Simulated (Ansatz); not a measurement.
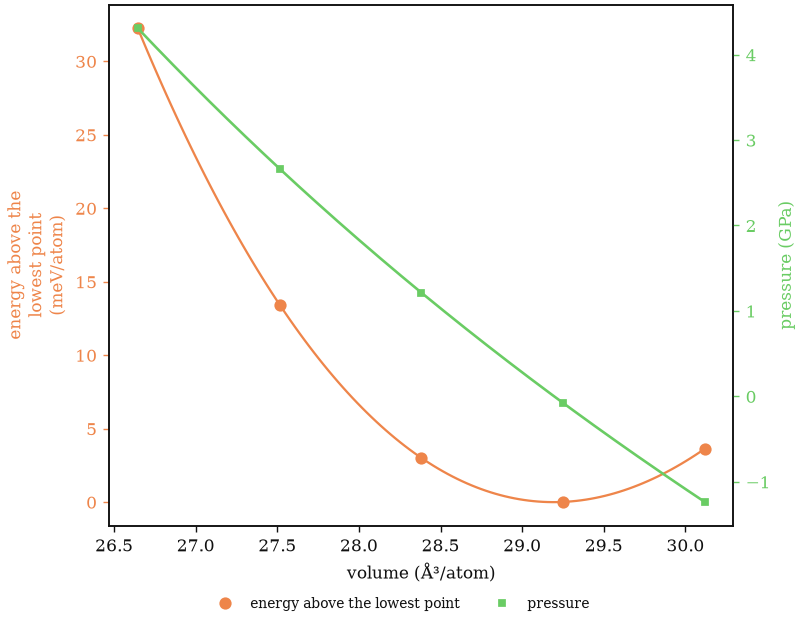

The picture above shows the energy above the lowest point and pressure against volume for Lu, space group Fm-3m (No. 225) (one of a set of cubic test structures, which need not be the stable phase).

Computed with Ansatz 0.2.0 development build: equation of state of a cubic crystal from periodic Kohn-Sham density functional theory without spin, third-order Birch-Murnaghan fit to the free energies; pressure corrected for the finite basis. Level: r2SCAN.

| setting | value |
| --- | --- |
| structure type | fcc |
| atoms in cell | 1 |
| space group number | 225 |
| lattice centring | face-centred primitive |
| k mesh | 12×12×12 |
| occupation method | Fermi–Dirac |
| occupation width | 0.1 eV |
| wave cutoff | 380 eV |
| datasets | all-electron datasets |
| density tolerance | 1e−09 eV |
| bands | 18 |
| density cutoff ratio | 7 |
| nucleus | point |
| search for lower states | default |

> What equilibrium volume and bulk modulus follow from the curve?

A third-order Birch–Murnaghan fit gives V0 = 29.19 Å³/atom, B0 = 41.3 GPa.

> How does the pressure vary with volume?

It falls from 4.308 GPa at volume 26.64 Å³/atom to −1.240 GPa at 30.12 Å³/atom, and changes sign near 29.20 Å³/atom.

Caveats: cubic model structure, not the ambient form.
